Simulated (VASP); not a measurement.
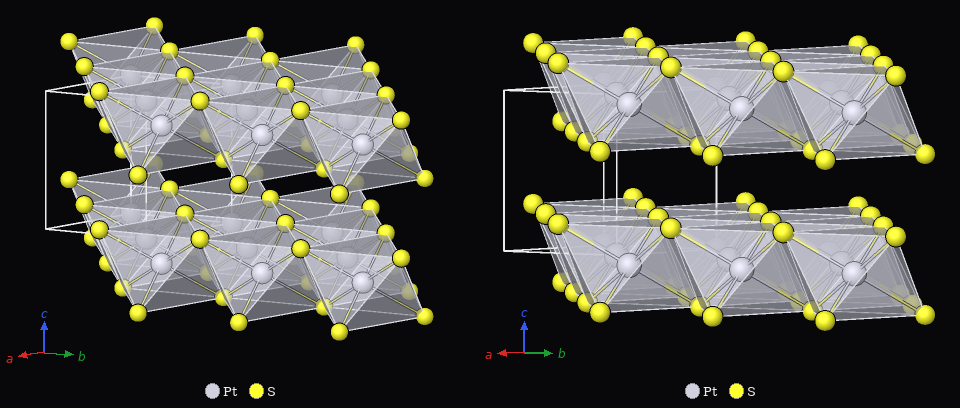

Polyhedra are drawn about Pt (bonds: Pt–S below 2.7 Å); other atoms are plain spheres. Two views of the same piece.

System PtS2 (space group P-3m1, No. 164); source of the atomic positions: coordinates from a relaxation with VASP Kohn-Sham DFT of a periodic cell, BLYP with D4, VASP PAW PBE potentials, recommended in VASP 6.6.1.

Q: What figure surrounds each Pt atom, and what does it share with the other drawn polyhedra?

A: Pt: PtS6 octahedron, sharing edges with six neighbours.

Q: How do these polyhedra hang together as a whole?

A: They form layers of edge-sharing octahedra parallel to (001).

Q: How far apart are the centres of linked polyhedra?

A: Centre to centre across a shared edge: 3.61 Å.
